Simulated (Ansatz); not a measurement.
# Run report: Ni, geometry relaxation (part 1 of 2)

System: Ni (1 atom in the cell).
Method: DFT, PBE, PAW with Ansatz's default frozen-core files, scalar-relativistic, spin-polarised (Ansatz 0.2.0).

The structure was built on a prototype by a generator; it need not be a known phase. It belongs to a series of runs on one base structure; here: bulk cell relaxed. Figures and captions count atoms from 1; the log counts them from 0 in places.

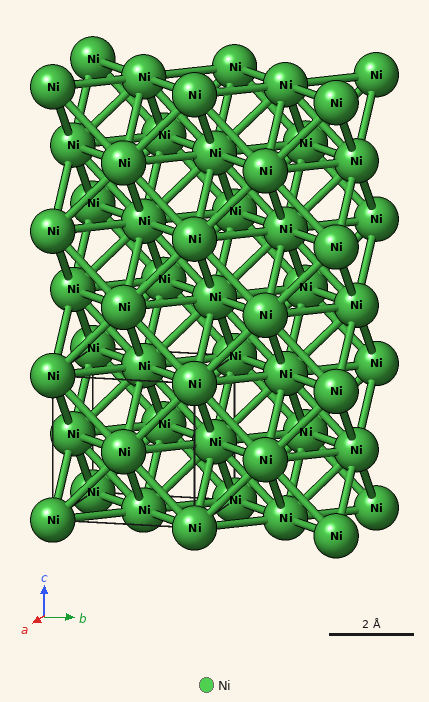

Figure 1. The structure as given in the input (ball-and-stick view of the cell 4 times as large as that of the calculation, set on its symmetry axes, repeated 1 × 2 × 3, seen slightly off an axis). Near neighbours in the crystal (not all of them lie inside the picture): Ni has 12 Ni at 2.49 Å.

### Summary

```tsv
quantity	value
outcome	converged
space group (tolerance 0.01 Å)	Fm-3m (225)
electrons treated	18
free energy	−5839.7275 eV
Fermi energy	18.167 eV
net moment of the cell	0.63 μB
integrated absolute moment	0.72 μB
pressure	0.00 GPa
final volume	10.89 Å³
largest force (length of the vector) at the end	under 0.001 eV/Å
final cell	a = 2.488 Å, b = 2.488 Å, c = 2.488 Å, α = 60.00°, β = 60.00°, γ = 60.00°
hardware	2 threads of Intel Xeon @ 2.90GHz (Ice Lake), 32 GiB of memory available, shared host
wall time	20 s (CPU time 35 s)
peak memory	0.41 GiB
```

### Input
```yaml
crystal:
  lattice:
    - [0.0, 1.7597012234, 1.7597012234]
    - [1.7597012234, 0.0, 1.7597012234]
    - [1.7597012234, 1.7597012234, 0.0]
  atoms:
    - { symbol: Ni, position: [0.0, 0.0, 0.0], spin: 1.0 }
magnetization:
  spin_polarized: true
kpoints:
  mp_grid: { grid: [21, 21, 21] }
scf:
  occupations: { method: fermi_dirac, width: 0.05 }
hamiltonian:
  xc: pbe
  pseudopotentials: { kind: paw }
output:
  forces: true
  stress: true
  write_density: true
  write_potential: true
  elf: true
  volumetric_format: npy
relax:
  f_tol: 0.005
  max_steps: 40
  cell: {}
```

Command:
```bash
ansatz run input.yaml --threads 2 --pin off --max-ram 6144MiB --backend cpu --events-out ev --progress --plain --runs-dir out
```

### What the program printed
```
Engine: ansatz 0.2.0, x86_64-unknown-linux-gnu
Pseudopotentials: kind: paw
Pseudopotential: Ni, paw, valence charge 18, recommended cutoff 420 eV (normal), Ni.paw.azcp
Functional definition: PBE
  parameter kappa = 0.804
  parameter beta = 0.06672455060314922
  exchange = pbe_x(kappa = kappa, mu = beta*pi^2/3)
  correlation = pbe_c(beta = beta)
Crystal: 1 atoms, lattice volume = 10.898 Å³
Basis set: ecut = 420 eV, 181 PW (Γ), exchange–correlation on 36×36×36 points (8 copies of the dense FFT grid, shifted against one another)
Bands: 14, of which v1, the nominal top of the filled ones, is band 9 counted from 1 (8 counted from 0)
Symmetry: 48 space group operations
Space group: Fm-3m (ITA 225), of the structure as read, at distance tolerance 2.2e-5 Å
Magnetic group: BNS 225.116 (UNI 1618), of the structure as read, at distance tolerance 2.2e-5 Å
k-points: 286 of 9261
Non-local potential: Ni, projectors of the file, l = 0: 3, l = 1: 2, l = 2: 3, l = 3: 1
PAW form: soft (Blöchl's): semilocal exchange-correlation on the pseudo side does not see the compensation charge
PAW one-centre angular grid: Ni, 590 points (default); XC on 64 Gauss nodes
Initial density: superposition of atomic densities (chi_scale 0.1, normalization cell)
Starting moments: Σ|m| = 1 μB on 1 of 1 site
Initial wavefunctions: pseudopotential atomic-orbital guess
Functional: x = pbe(κ = 0.804, μ = 0.2195149727645171), c = pbe(β = 0.06672455060314922)
SCF iter   1: F=—  HF=-5839.016582 eV  |F-HF|=—  |Δ(HF+E_count)|=         —  Δρ=6.65e-2 (↑3.63e-2 ↓6.65e-2)  dr2=6.90e-1  dr2_m=2.63e-2  M=0.902 μB ∫|m|=0.972 μB  β_m=0.30  ethr=3.10e-3  ⟨swp⟩=5.7  Hψ=42391  notcnv=0
Mixer restart at iter 1: flushing history
preconditioner: auto → none  [metal: Δε(μ)=0.002 eV  Ē_g=15.896 eV  σ=0.050 eV  W_gap=0.01  n_scr=0 (ndim 8)  ℏωp=35.6 eV  f_vac=0.000  D(μ)=1.61/eV (n_scr^D=26)]
SCF iter   2: F=—  HF=-5838.871368 eV  |F-HF|=—  |Δ(HF+E_count)|=   1.45e-1  Δρ=3.90e-2 (↑3.90e-2 ↓3.75e-2)  dr2=2.81e-1  dr2_m=6.36e-3  M=0.833 μB ∫|m|=0.910 μB  β_m=0.24  ethr=3.10e-3  ⟨swp⟩=2.6  Hψ=17023  notcnv=0  defer=193
SCF iter   3: F=—  HF=-5839.041623 eV  |F-HF|=—  |Δ(HF+E_count)|=         —  Δρ=2.66e-2 (↑1.00e-2 ↓2.66e-2)  dr2=3.11e-2  dr2_m=1.99e-2  M=0.766 μB ∫|m|=0.835 μB  β_m=0.24  ethr=1.56e-3  ⟨swp⟩=2.5  Hψ=13704  notcnv=0  defer=193
Mixer restart at iter 3: flushing history
SCF iter   4: F=—  HF=-5839.266152 eV  |F-HF|=—  |Δ(HF+E_count)|=   2.25e-1  Δρ=2.13e-2 (↑7.69e-3 ↓2.13e-2)  dr2=1.68e-2  dr2_m=1.55e-2  M=0.751 μB ∫|m|=0.826 μB  β_m=0.62  ethr=1.73e-4  ⟨swp⟩=2.5  Hψ=13743  notcnv=0  defer=194
SCF iter   5: F=—  HF=-5839.714701 eV  |F-HF|=—  |Δ(HF+E_count)|=   4.49e-1  Δρ=2.66e-2 (↑5.06e-3 ↓2.66e-2)  dr2=5.62e-2  dr2_m=1.52e-2  M=0.652 μB ∫|m|=0.743 μB  β_m=0.49  ethr=9.34e-5  ⟨swp⟩=2.3  Hψ=15787  notcnv=0  defer=198
SCF iter   6: F=-5839.682139 eV  HF=-5839.730603 eV  |F-HF|=4.85e-2  |Δ(HF+E_count)|=   1.59e-2  Δρ=1.87e-2 (↑1.87e-2 ↓1.52e-2)  dr2=6.75e-2  dr2_m=3.31e-4  M=0.630 μB ∫|m|=0.728 μB  β_m=0.57  ethr=9.34e-5  ⟨swp⟩=2.9  Hψ=20241  notcnv=0  defer=241
SCF iter   7: F=-5839.723850 eV  HF=-5839.707540 eV  |F-HF|=1.63e-2  |Δ(HF+E_count)|=   2.31e-2  Δρ=6.03e-3 (↑4.73e-3 ↓6.03e-3)  dr2=6.69e-3  dr2_m=2.14e-4  M=0.608 μB ∫|m|=0.705 μB  β_m=0.72  ethr=9.34e-5  ⟨swp⟩=2.5  Hψ=14125  notcnv=0  defer=255
SCF iter   8: F=-5839.727434 eV  HF=-5839.727402 eV  |F-HF|=3.21e-5  |Δ(HF+E_count)|=   1.99e-2  Δρ=1.07e-3 (↑8.38e-4 ↓1.07e-3)  dr2=4.31e-6  dr2_m=9.03e-5  M=0.631 μB ∫|m|=0.723 μB  β_m=0.86  ethr=3.72e-5  ⟨swp⟩=2.1  Hψ=13772  notcnv=0  defer=255
SCF iter   9: F=-5839.727446 eV  HF=-5839.727450 eV  |F-HF|=3.79e-6  |Δ(HF+E_count)|=   4.79e-5  Δρ=1.98e-4 (↑1.76e-4 ↓1.98e-4)  dr2=9.79e-6  dr2_m=5.43e-8  M=0.629 μB ∫|m|=0.721 μB  β_m=0.91  ethr=2.39e-8  ⟨swp⟩=2.0  Hψ=14981  notcnv=0  defer=255
SCF iter  10: F=-5839.727451 eV  HF=-5839.727451 eV  |F-HF|=1.37e-7  |Δ(HF+E_count)|=   1.07e-6  Δρ=3.76e-5 (↑2.55e-5 ↓3.76e-5)  dr2=2.45e-7  dr2_m=5.68e-9  M=0.629 μB ∫|m|=0.721 μB  β_m=0.94  ethr=2.39e-8  ⟨swp⟩=2.0  Hψ=10332  notcnv=0  defer=255
SCF iter  11: F=-5839.727451 eV  HF=-5839.727451 eV  |F-HF|=7.28e-12  |Δ(HF+E_count)|=   1.19e-8  Δρ=2.96e-6 (↑1.04e-6 ↓2.96e-6)  dr2=9.15e-10  dr2_m=1.48e-10  M=0.629 μB ∫|m|=0.721 μB  β_m=0.97  ethr=1.36e-9  ⟨swp⟩=2.5  Hψ=11069  notcnv=0  defer=255
SCF iter  12: F=-5839.727451 eV  HF=-5839.727451 eV  |F-HF|=1.06e-10  |Δ(HF+E_count)|=  7.69e-10  Δρ=9.95e-7 (↑4.69e-7 ↓9.95e-7)  dr2=1.38e-10  dr2_m=8.74e-12  M=0.629 μB ∫|m|=0.721 μB  ethr=5.08e-12  ⟨swp⟩=4.1  Hψ=37396  notcnv=0
at 1 of the mixer's solves, the last at iteration 5, it left a direction of its history that read negative out of its fit and stepped the other way along it
SCF 1 converged in 12 iterations: F = -5839.727451 eV  dr2 = 1.38e-10
  greatest PAW one-centre occupation: 1.001 electrons in one spin orbital (limit 2), on the Ni atom at site 0 (counted from 0), in its partial waves of l = 1
relax step   1: F+E_penalty+E_count = -5839.72745084 eV  Δ(F+E_penalty+E_count) = +0.000e0 eV  max|allowed force component| = 0.000e0 eV/Å  Δτ_max = 0.0000 Å  P = -0.130 GPa  Ω = 10.898 Å³  (12 SCF iters, dr2 threshold 1.00e-7 eV, accepted)
Crystal: 1 atoms, lattice volume = 10.894 Å³
Initial density: handed on by an earlier stage of this run
Starting moments: Σ|m| = 1 μB on 1 of 1 site; this step starts from the density that it was given
Initial wavefunctions: those handed on with the density
iter 1 solved again at ethr=4.92e-9 eV; its pass at ethr=3.10e-3 eV (dr2=8.86e-7 eV) is discarded
SCF iter   1: F=—  HF=-5839.727454 eV  |F-HF|=—  |Δ(HF+E_count)|=         —  Δρ=6.17e-5 (↑6.17e-5 ↓5.10e-5)  dr2=8.11e-7  dr2_m=7.04e-9  M=0.629 μB ∫|m|=0.721 μB  β_m=0.65  ethr=4.92e-9  ⟨swp⟩=2.3  Hψ=49498  notcnv=0
preconditioner: auto → none  [metal: Δε(μ)=0.003 eV  Ē_g=16.695 eV  σ=0.050 eV  W_gap=0.02  n_scr=0 (ndim 8)  ℏωp=35.6 eV  f_vac=0.000  D(μ)=1.76/eV (n_scr^D=26)]
SCF iter   2: F=—  HF=-5839.727455 eV  |F-HF|=—  |Δ(HF+E_count)|=   4.02e-7  Δρ=1.08e-4 (↑8.18e-5 ↓1.08e-4)  dr2=2.02e-6  dr2_m=2.05e-8  M=0.629 μB ∫|m|=0.720 μB  β_m=0.30  ethr=4.51e-9  ⟨swp⟩=2.1  Hψ=12717  notcnv=0
SCF iter   3: F=—  HF=-5839.727454 eV  |F-HF|=—  |Δ(HF+E_count)|=   6.48e-7  Δρ=1.05e-5 (↑1.05e-5 ↓1.01e-5)  dr2=1.51e-9  dr2_m=9.69e-9  M=0.629 μB ∫|m|=0.721 μB  β_m=0.58  ethr=4.51e-9  ⟨swp⟩=2.1  Hψ=11215  notcnv=0
SCF iter   4: F=—  HF=-5839.727454 eV  |F-HF|=—  |Δ(HF+E_count)|=   8.58e-8  Δρ=1.60e-5 (↑3.12e-6 ↓1.60e-5)  dr2=1.44e-8  dr2_m=7.95e-9  M=0.629 μB ∫|m|=0.720 μB  β_m=0.58  ethr=8.37e-12  ⟨swp⟩=2.0  Hψ=13388  notcnv=0
SCF iter   5: F=—  HF=-5839.727454 eV  |F-HF|=—  |Δ(HF+E_count)|=   3.16e-8  Δρ=1.36e-5 (↑3.49e-6 ↓1.36e-5)  dr2=1.43e-8  dr2_m=4.99e-9  M=0.629 μB ∫|m|=0.720 μB  β_m=0.53  ethr=8.37e-12  ⟨swp⟩=3.4  Hψ=17087  notcnv=0
SCF iter   6: F=—  HF=-5839.727454 eV  |F-HF|=—  |Δ(HF+E_count)|=   5.39e-8  Δρ=7.95e-6 (↑2.12e-6 ↓7.95e-6)  dr2=5.61e-9  dr2_m=1.38e-9  M=0.629 μB ∫|m|=0.720 μB  β_m=0.76  ethr=8.37e-12  ⟨swp⟩=2.0  Hψ=13337  notcnv=0
SCF iter   7: F=-5839.727454 eV  HF=-5839.727454 eV  |F-HF|=2.79e-9  |Δ(HF+E_count)|=   2.05e-8  Δρ=5.75e-6 (↑2.01e-6 ↓5.75e-6)  dr2=3.80e-9  dr2_m=4.31e-10  M=0.629 μB ∫|m|=0.720 μB  ethr=8.37e-12  ⟨swp⟩=4.1  Hψ=39360  notcnv=0
SCF 2 converged in 7 iterations: F = -5839.727454 eV  dr2 = 3.80e-9
relax step   2: F+E_penalty+E_count = -5839.72745426 eV  Δ(F+E_penalty+E_count) = -3.426e-6 eV  max|allowed force component| = 0.000e0 eV/Å  Δτ_max = 0.0000 Å  P = -0.067 GPa  Ω = 10.894 Å³  energy of the carried Pulay correction = +1.266e-6 eV  (7 SCF iters, dr2 threshold 4.22e-8 eV, accepted)
Crystal: 1 atoms, lattice volume = 10.891 Å³
iter 1 solved again at ethr=5.79e-9 eV; its pass at ethr=3.10e-3 eV (dr2=1.04e-6 eV) is discarded
SCF iter   1: F=—  HF=-5839.727457 eV  |F-HF|=—  |Δ(HF+E_count)|=         —  Δρ=6.62e-5 (↑6.62e-5 ↓5.62e-5)  dr2=9.58e-7  dr2_m=6.78e-9  M=0.629 μB ∫|m|=0.720 μB  β_m=0.65  ethr=5.79e-9  ⟨swp⟩=2.3  Hψ=49291  notcnv=0
preconditioner: auto → none  [metal: Δε(μ)=0.003 eV  Ē_g=16.702 eV  σ=0.050 eV  W_gap=0.01  n_scr=0 (ndim 8)  ℏωp=35.6 eV  f_vac=0.000  D(μ)=1.76/eV (n_scr^D=26)]
SCF iter   2: F=—  HF=-5839.727457 eV  |F-HF|=—  |Δ(HF+E_count)|=   4.59e-7  Δρ=1.15e-4 (↑8.89e-5 ↓1.15e-4)  dr2=2.35e-6  dr2_m=2.15e-8  M=0.629 μB ∫|m|=0.720 μB  β_m=0.30  ethr=5.32e-9  ⟨swp⟩=2.1  Hψ=12710  notcnv=0
SCF iter   3: F=—  HF=-5839.727456 eV  |F-HF|=—  |Δ(HF+E_count)|=   7.56e-7  Δρ=1.08e-5 (↑1.08e-5 ↓9.79e-6)  dr2=2.09e-9  dr2_m=9.54e-9  M=0.629 μB ∫|m|=0.720 μB  β_m=0.56  ethr=5.32e-9  ⟨swp⟩=2.1  Hψ=11204  notcnv=0
SCF iter   4: F=—  HF=-5839.727456 eV  |F-HF|=—  |Δ(HF+E_count)|=   8.41e-8  Δρ=1.59e-5 (↑3.36e-6 ↓1.59e-5)  dr2=1.36e-8  dr2_m=8.27e-9  M=0.629 μB ∫|m|=0.720 μB  β_m=0.56  ethr=1.16e-11  ⟨swp⟩=2.0  Hψ=13380  notcnv=0
SCF iter   5: F=—  HF=-5839.727456 eV  |F-HF|=—  |Δ(HF+E_count)|=   2.63e-8  Δρ=1.23e-5 (↑3.37e-6 ↓1.23e-5)  dr2=1.11e-8  dr2_m=4.37e-9  M=0.628 μB ∫|m|=0.720 μB  β_m=0.48  ethr=1.16e-11  ⟨swp⟩=3.2  Hψ=16451  notcnv=0
SCF iter   6: F=—  HF=-5839.727456 eV  |F-HF|=—  |Δ(HF+E_count)|=   5.43e-8  Δρ=6.76e-6 (↑1.92e-6 ↓6.76e-6)  dr2=3.98e-9  dr2_m=1.05e-9  M=0.629 μB ∫|m|=0.720 μB  β_m=0.74  ethr=1.16e-11  ⟨swp⟩=2.0  Hψ=12761  notcnv=0
SCF iter   7: F=-5839.727456 eV  HF=-5839.727456 eV  |F-HF|=1.90e-9  |Δ(HF+E_count)|=   1.84e-8  Δρ=4.74e-6 (↑1.68e-6 ↓4.74e-6)  dr2=2.58e-9  dr2_m=2.93e-10  M=0.629 μB ∫|m|=0.720 μB  ethr=1.16e-11  ⟨swp⟩=4.8  Hψ=39275  notcnv=0
SCF 3 converged in 7 iterations: F = -5839.727456 eV  dr2 = 2.58e-9
relax step   3: F+E_penalty+E_count = -5839.72745639 eV  Δ(F+E_penalty+E_count) = -2.128e-6 eV  max|allowed force component| = 0.000e0 eV/Å  Δτ_max = 0.0000 Å  P = +0.001 GPa  Ω = 10.891 Å³  energy of the carried Pulay correction = +2.623e-6 eV  (7 SCF iters, dr2 threshold 1.13e-8 eV, accepted)
Initial wavefunctions: pseudopotential atomic-orbital guess (no wavefunctions were taken with the density)
iter 1 solved again at ethr=1.39e-7 eV; its pass at ethr=3.10e-3 eV (dr2=2.51e-5 eV) is discarded
```
